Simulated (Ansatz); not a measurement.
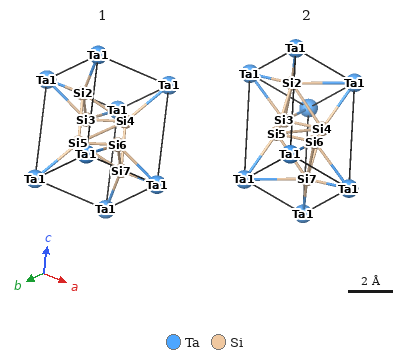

Two geometries of a crystal of TaSi6 (a generated structure, set up in P-1) (coarse preliminary run), drawn at one scale. One is the start of a relaxation, the other its converged end. A ball-and-stick model of the cell of the calculation, seen from a free direction.

Level of theory: DFT PBE, scalar-relativistic, plane waves, PAW in Ansatz 0.2.0. Settings: plane-wave cutoff 420 eV; k-point mesh 4 × 4 × 4; occupations gaussian; smearing width 0.1 eV; no spin polarisation; cell and atoms relaxed; force threshold 0.04 eV/Å; at most 70 steps.

Q: Which one is relaxed?

A: Structure 1 is the relaxed one. The largest moves relative to the cell, 0.66 Å, are those of Si2 and Si7. Si2 goes along [−3 2 −2]. Ta stays in place. The drawn cell changes as follows: a 4.339 → 4.660 Å (+7.4 %), b 4.732 → 4.666 Å (−1.4 %), c 5.747 → 5.478 Å (−4.7 %), α 77.6° → 79.6°, β 85.9° → 80.9°, γ 66.6° → 75.8°; the volume changes by +6.7 %. Among the contacts that change: Si2–Si7 2.753 → 3.953 Å, Ta1–Si2 2.990 → 4.152 Å, Si2–Si6 2.565 → 3.141 Å, Si3–Si6 3.455 → 2.893 Å. Bond angles that change, for instance: Ta1–Si4–Si2 70.3° → 107.7°, Si5–Si2–Si7 115.9° → 148.9°, Si4–Si2–Si7 172.9° → 140.0°. The space group stays P-1 (No. 2). After 11 accepted moves (15 points after the start) the energy has fallen by 0.662 eV per cell of the calculation. The largest force component goes from 0.23 to 0.0063 eV/Å. The pressure goes from 0.50 to 0.11 GPa. The line search rejected the trial steps at points 4, 9, 11 of the run. At 1 point the geometry stayed and the basis and grid were re-selected for the new cell (energy shift of 17.0 meV per cell of the calculation at most each time). Cost: 3.5 min on 1 thread of Arm Neoverse N1, on a shared host, peak memory 0.41 GiB.
